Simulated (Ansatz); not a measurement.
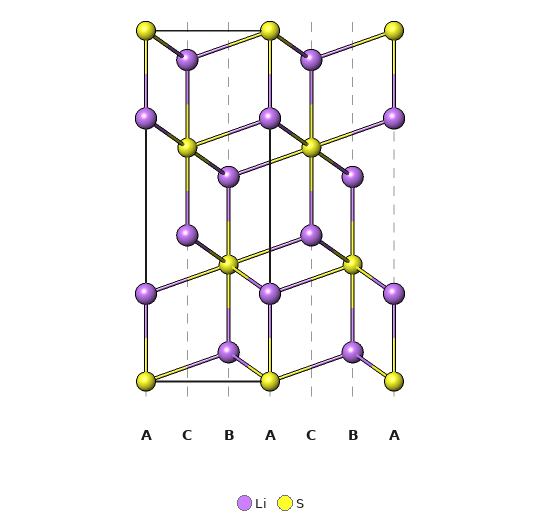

The picture looks along a close-packed row of the hexagonal mesh; [111] points upwards. The dashed lines mark the three columns A (0, 0), B (1/3, 2/3) and C (2/3, 1/3). The box is the hexagonal cell of the face-centred cubic lattice. The sequence starts with the first layer at or above the cell's origin.

Li₂S. Coordinates: the geometry relaxed with DFT PBEsol, scalar-relativistic, plane waves, PAW in Ansatz 0.2.0.

Q: Give the sequence of layers in one repeat, with element and column.

A: S(A) – Li(B) – Li(A) – S(B) – Li(C) – Li(B) – S(C) – Li(A) – Li(C) (nine layers in 9.79 Å).

Q: How are the S layers alone stacked?

A: S layers alone: ABC, the cubic close-packed type.

Q: Which positions between or in the S layers do the other atoms fill?

A: Li: six tetrahedral sites, counted in one hexagonal cell.

Heights of the layers:

```
layer  atoms (column)  height (Å)  to next (Å)
    1            S(A)        0.00         0.82
    2           Li(B)        0.82         1.63
    3           Li(A)        2.45         0.82
    4            S(B)        3.26         0.82
    5           Li(C)        4.08         1.63
    6           Li(B)        5.71         0.82
    7            S(C)        6.53         0.82
    8           Li(A)        7.35         1.63
    9           Li(C)        8.98         0.82
```
